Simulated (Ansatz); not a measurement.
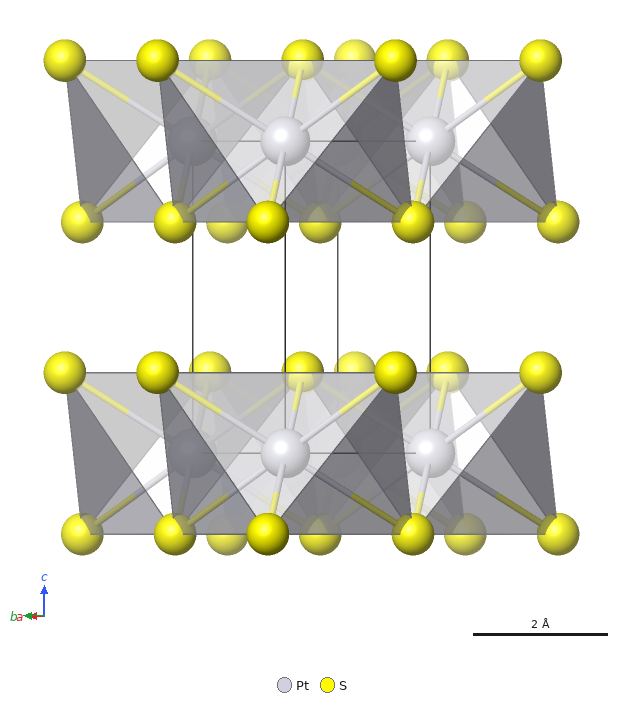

**Figure 1.** The structure (polyhedral view of the cell of the calculation, seen at an oblique angle; polyhedra are completed across the faces of the cell). An atom can appear more than once, as a periodic image.

**Run report: PtS2, band-structure calculation**

The run: band-structure calculation of PtS2 (3 atoms in the cell). Method and program: DFT LDA, scalar-relativistic, plane waves, PAW, no spin polarisation (Ansatz 0.2.0).

The structure derives from an entry of the Crystallography Open Database. Figures and captions count atoms from 1; the log counts them from 0 in places.

Input file
```yaml
crystal:
  lattice:
    - [3.5830653997, 0.0, 0.0]
    - [-1.7915326998, 3.1030256596, 0.0]
    - [0.0, 0.0, 4.6639927029]
  atoms:
    - { symbol: Pt, position: [0.0, 0.0, 0.0] }
    - { symbol: S, position: [0.3333333333, 0.6666666667, 0.2586282044] }
    - { symbol: S, position: [0.6666666667, 0.3333333333, 0.7413717956] }
basis:
  ecutwfc: 420
kpoints:
  mp_grid: { grid: [12, 12, 8] }
  band_path:
    path:
      - [[0.0, 0.0, 0.0], [0.5, 0.0, 0.0], [0.33333333, 0.33333333, 0.0], [0.0, 0.0, 0.0], [0.0, 0.0, 0.5], [0.5, 0.0, 0.5], [0.33333333, 0.33333333, 0.5], [0.0, 0.0, 0.5]]
      - [[0.5, 0.0, 0.5], [0.5, 0.0, 0.0]]
      - [[0.33333333, 0.33333333, 0.5], [0.33333333, 0.33333333, 0.0]]
    npoints: 14
hamiltonian:
  xc: lda
scf:
  occupations: { method: gaussian, width: 0.01 }
  n_extra_bands: 7
output:
  forces: true
  stress: true
  eigenvalues: true
  populations: true
  dos: { projected: true, de: 0.02, nscf_kmesh: { grid: [18, 18, 12] } }
  bader: true
  write_density: true
  write_potential: true
  elf: true
  volumetric_format: npy
```

Run as:
```bash
ansatz run input.yaml --threads 1 --pin off --max-ram 2560MiB --backend cpu --events-out ev --progress --plain --runs-dir out
```

The program's output
```
scf.n_extra_bands = 7 over 15 filled bands (N_el = 30.0): the run solves 22 bands
Engine: ansatz 0.2.0, aarch64-unknown-linux-gnu
Pseudopotentials: kind: paw
Pseudopotential: Pt, paw, valence charge 18, recommended cutoff 420 eV (normal), Pt.paw.azcp
Pseudopotential: S, paw, valence charge 6, recommended cutoff 420 eV (normal), S.paw.azcp
Functional definition: SPW92
  exchange = slater_x
  correlation = pw_c
Crystal: 3 atoms, lattice volume = 51.856 Å³
Basis set: ecut = 420 eV, 993 PW (Γ)
Bands: 22, of which v1, the nominal top of the filled ones, is band 15 counted from 1 (14 counted from 0)
Symmetry: 12 space group operations
Space group: P-3m1 (ITA 164), of the structure as read, at distance tolerance 3.7e-5 Å
k-points: 131 of 1152
Non-local potential: Pt, projectors of the file, l = 0: 3, l = 1: 2, l = 2: 2, l = 3: 1
Non-local potential: S, projectors of the file, l = 0: 2, l = 1: 2, l = 2: 2
PAW form: soft (Blöchl's): semilocal exchange-correlation on the pseudo side does not see the compensation charge
PAW frozen core: Pt, regenerated for the run's functional, and the local potential with it (the file was generated under x = pbe(κ = 0.804, μ = 0.2195149727645171), c = pbe(β = 0.06672455060314922))
PAW frozen core: S, regenerated for the run's functional, and the local potential with it (the file was generated under x = pbe(κ = 0.804, μ = 0.2195149727645171), c = pbe(β = 0.06672455060314922))
PAW one-centre angular grid: Pt, 590 points (default); XC on 64 Gauss nodes
PAW one-centre angular grid: S, 110 points (default); XC on 64 Gauss nodes
Initial density: superposition of atomic densities (neutral atoms: chi_scale 0, normalization atom), corrected by the library's trained network
Initial wavefunctions: pseudopotential atomic-orbital guess
Functional: x = slater, c = lda
SCF iter   1: F=—  HF=-13985.377209 eV  |F-HF|=—  |Δ(HF+E_count)|=         —  Δρ=5.58e-3  dr2=1.19e-2  ethr=1.77e-3  ⟨swp⟩=6.0  Hψ=14967  notcnv=0
preconditioner: auto → Resta (q_TF=auto, 2.490 Å⁻¹)  ε∞=5.2  [insulator: Δε(μ)=0.169 eV  Ē_g=11.794 eV  σ=0.010 eV  W_gap=0.83  n_scr=20 (ndim 8)  ℏωp=24.2 eV  f_vac=0.004  D(μ)=0.37/eV (n_scr^D=0)  ε∞_Penn≈5.2]
SCF iter   2: F=—  HF=-13985.375933 eV  |F-HF|=—  |Δ(HF+E_count)|=   1.28e-3  Δρ=3.21e-3  dr2=4.34e-3  ethr=3.96e-5  ⟨swp⟩=1.5  Hψ=4197  notcnv=0  defer=157
SCF iter   3: F=—  HF=-13985.375127 eV  |F-HF|=—  |Δ(HF+E_count)|=   8.07e-4  Δρ=4.38e-4  dr2=6.82e-5  ethr=1.45e-5  ⟨swp⟩=2.4  Hψ=4087  notcnv=0  defer=290
SCF iter   4: F=—  HF=-13985.375117 eV  |F-HF|=—  |Δ(HF+E_count)|=   9.15e-6  Δρ=1.12e-4  dr2=8.45e-6  ethr=2.27e-7  ⟨swp⟩=2.0  Hψ=3918  notcnv=0  defer=290
SCF iter   5: F=—  HF=-13985.375116 eV  |F-HF|=—  |Δ(HF+E_count)|=   1.23e-6  Δρ=2.77e-5  dr2=3.59e-7  ethr=2.82e-8  ⟨swp⟩=2.6  Hψ=3826  notcnv=0  defer=290
SCF iter   6: F=-13985.375116 eV  HF=-13985.375116 eV  |F-HF|=3.03e-9  |Δ(HF+E_count)|=   2.41e-8  Δρ=4.37e-6  dr2=1.50e-8  ethr=3.33e-10  ⟨swp⟩=13.0  Hψ=19099  notcnv=0
SCF 1 converged in 6 iterations: F = -13985.375116 eV  dr2 = 1.50e-8
  greatest PAW one-centre occupation: 1.000 electrons in one spin orbital (limit 2), on the Pt atom at site 0 (counted from 0), in its partial waves of l = 0
```

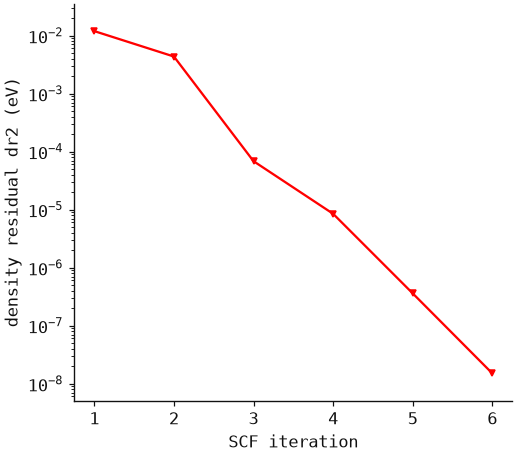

**Figure 2.** Convergence of the self-consistent field: density residual dr2 against the SCF iteration. The residual falls at every step.

```
NSCF: frozen V_eff on 129 k-points
NSCF: frozen V_eff on 394 k-points
SCF converged after 6 iterations
Free energy (F): -13985.375116 eV
Harris-Foulkes:  -13985.375116 eV  (|F-HF|=3.03e-9)
Internal energy: -13985.375098 eV  (E = F + TS)
E sigma→0 (E₀):  -13985.375107 eV
Entropy (-TS):   -0.000018 eV (-0.006 meV/atom)
Fermi energy:    12.207410 eV
--- Per-component energies (eV) ---
  E_band       = -295.752237
  E_kinetic    = 851.511253
  E_local      = -2795.375150  (includes V_loc(G=0)·N_el)
  E_nonlocal   = 264.615243
  E_hartree    = 1083.723241
  E_xc         = -453.173805
  E_vxc        = -478.599639  (∫ρ·V_xc dr)
  E_paw        = -10314.598460  (= ΣΔE_a)
  E_vpaw       = -305.355362  (= ΣTr[D̂ρ^β])
  E_aug_tail   = 0.000166  (compensation charges beyond the density's cutoff)
  E_ewald      = -2622.847851
  E_core_change = 0.770265  (= ΣΔE_core)
  E_smearing   = -0.000018  (= −TS)
  E_closure    = -0.000000  (closes the sum)
  Σ components = -13985.375116   (vs F -13985.375116, Δ=0.00e0)
--- Forces (eV/Å), atoms counted from 1 ---
  atom   1  Pt     0.00000000     0.00000000     0.00000000
  atom   2  S     -0.00000000    -0.00000000    -0.32071240
  atom   3  S      0.00000000     0.00000000     0.32071240
  max |Σ_I F_I| component: 9.25e-18 eV/Å
--- Stress (GPa, compression-positive) ---
       -4.419053      -0.000000      -0.000000
       -0.000000      -4.419053      -0.000000
       -0.000000      -0.000000      -3.681774
  P = ⅓ Tr σ = -4.1733 GPa (-41.733 kbar)
--- Band table (eV; the first three rows and the last of 131) ---
  k-point 0: bands = ["-87.8157", "-41.9539", "-41.9539", "-41.8392", "-3.7638", "-0.2852", "4.5199", "5.0659", "5.0659", "7.9224", "7.9224", "9.6912", "10.5942", "10.5942", "12.2478", "13.3156", "13.3156", "15.6052", "16.9477", "19.3841", "19.3841", "24.2681"]
  k-point 1: bands = ["-87.8158", "-41.9539", "-41.9539", "-41.8392", "-3.6898", "-0.4987", "4.7899", "5.0755", "5.0755", "7.9122", "7.9122", "9.6527", "10.5047", "10.5047", "11.9412", "13.4714", "13.4714", "15.7788", "17.2679", "19.3468", "19.3468", "23.5510"]
  k-point 2: bands = ["-87.8157", "-41.9539", "-41.9539", "-41.8393", "-3.4780", "-1.0015", "5.0992", "5.0992", "5.4526", "7.8893", "7.8893", "9.4956", "10.3086", "10.3086", "11.3033", "13.8468", "13.8468", "16.2723", "17.9559", "19.2058", "19.2058", "22.6155"]
  k-point 130: bands = ["-87.8154", "-41.9676", "-41.9676", "-41.8366", "-1.4182", "-1.4182", "5.1618", "5.1618", "5.6467", "7.4450", "7.4450", "7.4901", "8.3710", "9.6211", "9.6211", "14.1472", "14.1472", "18.7586", "19.4057", "19.8241", "19.8241", "22.2112"]
--- Löwdin populations: 3 sites ---
  site symbol       q [e]
     0     Pt     17.3825
     1      S      6.1860
     2      S      6.1860
  spilling = 0.008182 (of n_electrons = 30.000000)
--- Bader charges: 3 sites ---
  site symbol  charge [e]  shift [e]
     0     Pt      0.3597     0.0115
     1      S     -0.1799     0.0058
     2      S     -0.1799     0.0058
  estimated error of the sums over rays = 5.6e-4 e
```

File bader_charges.tsv
```
# site	symbol	x_ang	y_ang	z_ang	partial_charge_e	electrons	volume_ang3	relative_density_drop	shared_charge_e	partial_wave_shift_e
# quadrature_error_electrons = 5.6e-4
0	Pt	0.0000	0.0000	0.0000	0.35973	77.64027	16.52	-	0.35973	0.01151
1	S	0.0000	2.0687	1.2062	-0.17986	16.17986	17.67	-	-0.17986	0.00576
2	S	1.7915	1.0343	3.4578	-0.17988	16.17988	17.67	-	-0.17988	0.00576
```

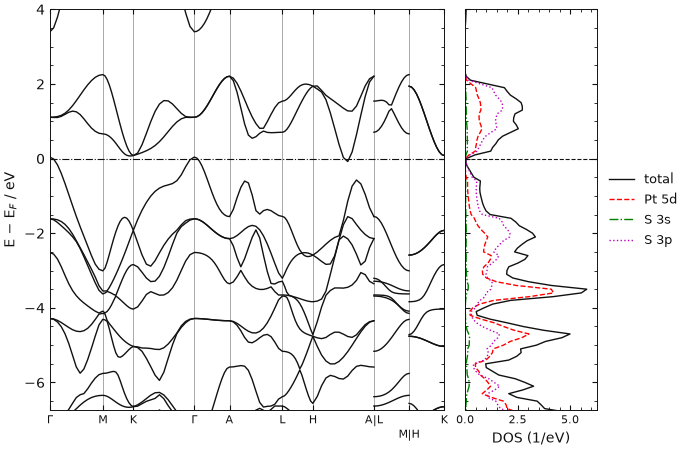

**Figure 3.** Band structure along Γ–M–K–Γ–A–L–H–A|L–M|H–K and density of states (projected on Löwdin-orthogonalised atomic shells), with energies from the Fermi level. Bands cross the Fermi level: a metal at this level of theory.

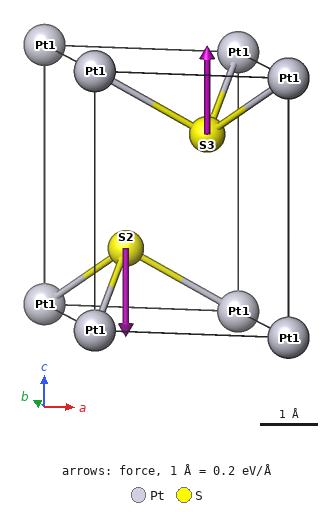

**Figure 4.** Forces on the atoms as pink arrows (ball-and-stick view of the cell of the calculation, seen slightly off an axis; atoms are numbered from 1 in the order of the input). The largest act on S2, S3 (0.32 eV/Å). The geometry is not a stationary point of this energy.

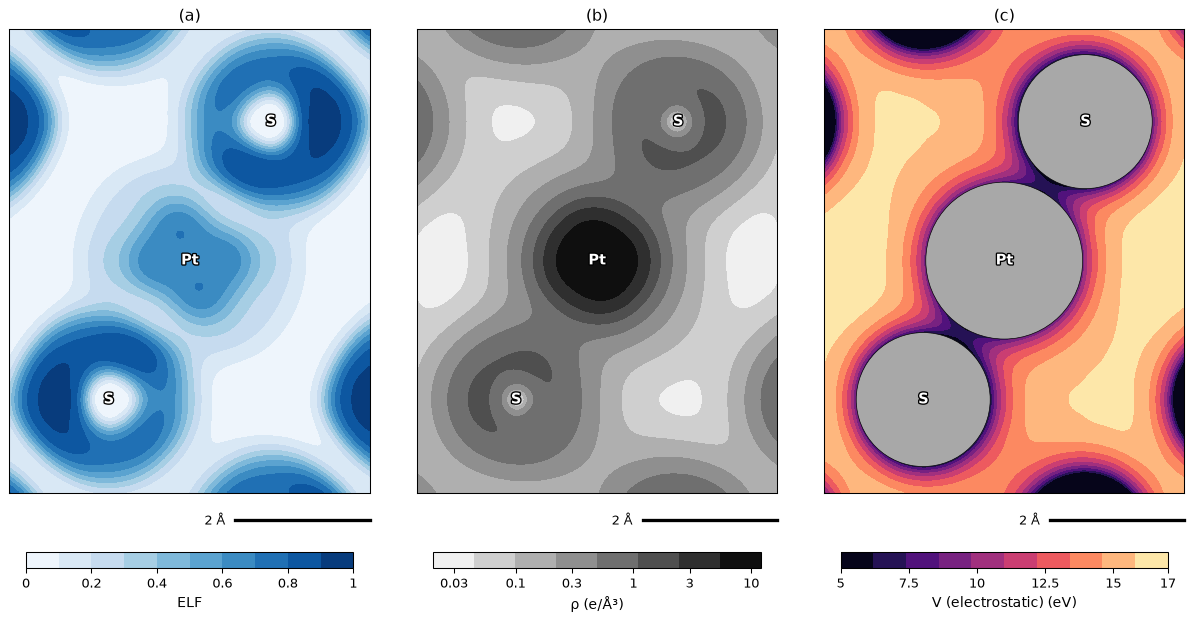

**Figure 5.** (a) electron localisation function; (b) valence charge density (pseudo); (c) electrostatic potential energy of an electron on the (110) plane of the conventional cell. Grey discs, where drawn, cover atomic cores. Pt–S (2.39 Å): the density is about 0.66 e/Å³ at the midpoint; the ELF is about 0.45 at the midpoint. Away from the nuclei the density in this plane falls to 0.03 e/Å³ at its lowest. The strong features right at Pt lie inside the PAW spheres (semicore, d or f shells) and say nothing about bonding. Outside the cores the potential energy rises away from the atoms and is highest about 2.3 Å from the nearest atoms; outside the discs it spans about 11 eV, and its zero is arbitrary. Core electrons are frozen (PAW), so the fields are smoothed inside the atomic spheres.

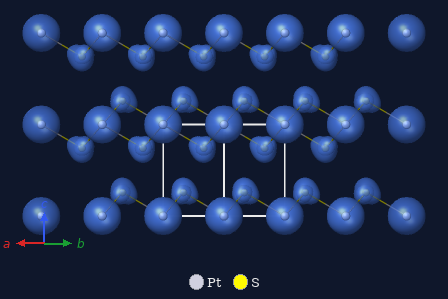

**Figure 6.** Isosurface of the valence electron density at 1 e/Å³ (blue), seen along [110]. Sticks mark near contacts. The outline is the cell set on symmetry axes. At this value the density breaks into separate islands; it holds about 55 % of the electrons treated as valence (semicore included). It is pinched off along the Pt–S (2.39 Å) contacts. On the grid the lowest density along these lines, outside the cores, is 0.66 e/Å³ (Pt–S, 2.39 Å).

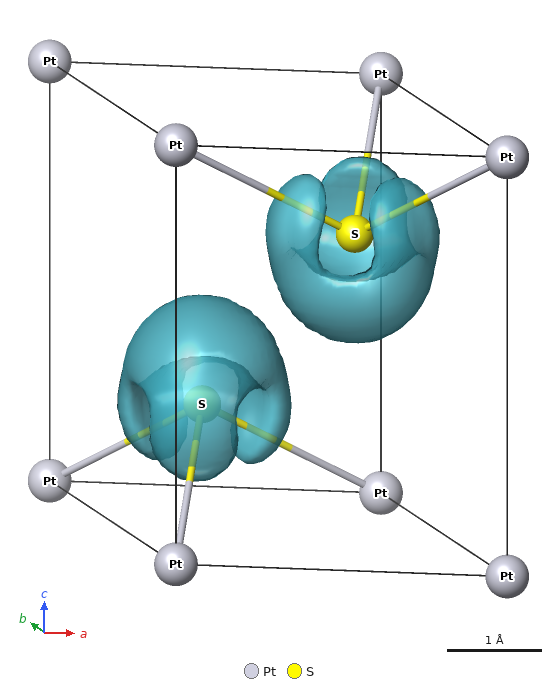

**Figure 7.** Isosurface of the ELF at 0.8 (cyan), seen slightly off an axis. Core shells and regions of very low density are left out. Sticks mark near contacts. The outline is the cell set on symmetry axes. Values along the shortest contacts: Pt–S (2.39 Å): the ELF is about 0.45 at the midpoint.

Results in brief

```csv
quantity,value
outcome,converged
space group (tolerance 0.01 Å),P-3m1 (164)
electrons treated,30
free energy,−13985.3751 eV
Fermi energy,12.207 eV
gap on the k-point mesh,none (metallic)
pressure,−4.17 GPa
largest force (length of the vector),0.321 eV/Å
hardware,"1 thread of Arm Neoverse V1, 24 GiB of memory available, shared host"
wall time,49 s
peak memory,0.49 GiB
```

Spin–orbit coupling is left out, which matters for Pt.
